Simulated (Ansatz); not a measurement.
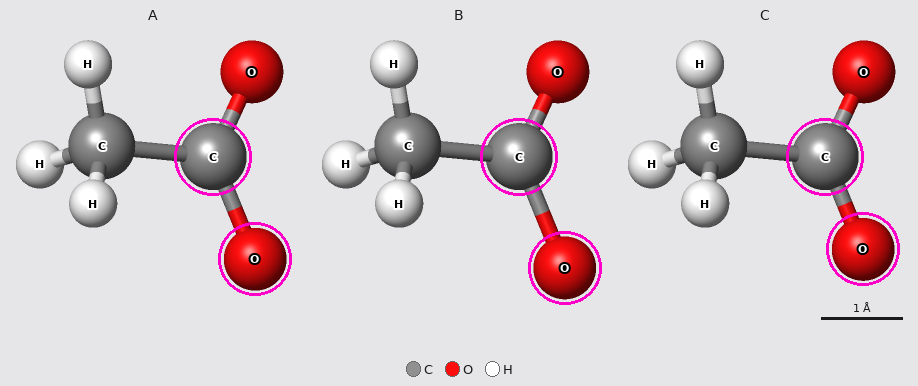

Energy scan for C2H3O2 (charge −1), in which one C–O bond length is varied, with the rest of the molecule carried along rigidly. The picture is a ball-and-stick view, seen at a tilt. The ringed atoms are those of the scanned coordinate.

Computed with Ansatz: PBE0-D4, basis def2-TZVPPD, on geometries moved rigidly from the minimum at PBE0-D4/def2-TZVPD. Energies are counted from the PBE0-D4/def2-TZVPD minimum geometry at the same level.

> Order these geometries by energy, lowest first.

Lowest first: C (the distance 1.249 Å, 0.0 kcal/mol), A (the distance 1.382 Å, 9.6 kcal/mol), B (the distance 1.499 Å, 27.0 kcal/mol). Over the whole scan: of the computed points the lowest is at the distance 1.249 Å, 0.0 kcal/mol. At the ends of the scan the energy is 15.1 kcal/mol (1.125 Å) and 27.0 kcal/mol (1.499 Å). The curvature at the lowest point is about 64 eV/Å² (10 mdyn/Å). The well is steeper on the short side, as for any bond.
